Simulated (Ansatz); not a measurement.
System: Si5N.

```
Si N
1.0
     6.99531    0.00000    0.00000
     0.00000    0.00000   -6.99531
     0.00000    6.99531    0.00000
Si N
20 4
Direct
  0.62430 0.87570 0.37570
  0.12430 0.87570 0.87570
  0.12430 0.37570 0.37570
  0.62430 0.37570 0.87570
  0.87570 0.62430 0.37570
  0.37570 0.62430 0.87570
  0.37570 0.12430 0.37570
  0.87570 0.12430 0.87570
  0.87570 0.87570 0.12430
  0.37570 0.87570 0.62430
  0.37570 0.37570 0.12430
  0.87570 0.37570 0.62430
  0.62430 0.62430 0.12430
  0.12430 0.62430 0.62430
  0.12430 0.12430 0.12430
  0.62430 0.12430 0.62430
  0.00000 0.50000 0.00000
  0.50000 0.50000 0.50000
  0.50000 0.00000 0.00000
  0.00000 0.00000 0.50000
  0.25000 0.75000 0.25000
  0.75000 0.75000 0.75000
  0.75000 0.25000 0.25000
  0.25000 0.25000 0.75000
```

Space group F-43m; a structure generated by program, which may or may not match a known phase; computed without spin polarisation.

Level of theory: DFT PBE, scalar-relativistic, plane waves, PAW (Ansatz 0.2.0).

> Predict the valence pseudo-density and electron localisation function between the atoms.

Si–Si (2.46 Å): ρ is about 0.42 e/Å³ halfway; the ELF peaks at about 0.75 between the atoms.
Si–N (2.90 Å): ρ at the midpoint is about 0.15 e/Å³; the ELF is about 0.20 at the midpoint (no localised pair shows between them).
Si–N (3.03 Å): ρ is about 0.12 e/Å³ halfway; the ELF is about 0.15 at the midpoint: no localised pair shows between them.

> Does the calculation make it a metal, or give it a gap?

It is metallic or semimetallic at this level of theory: no gap opens.

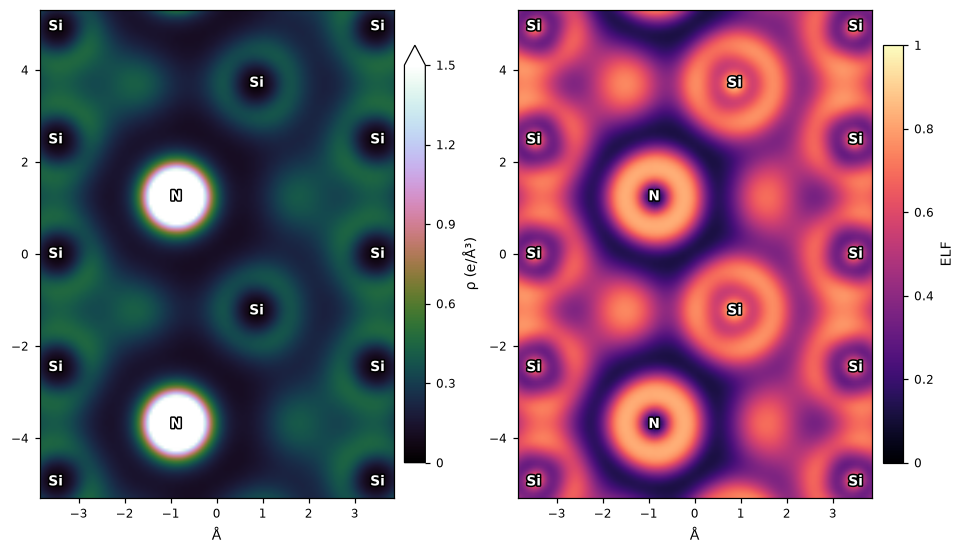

Computed valence pseudo-density and electron localisation function on the (110) plane of the conventional cell, in this order. 
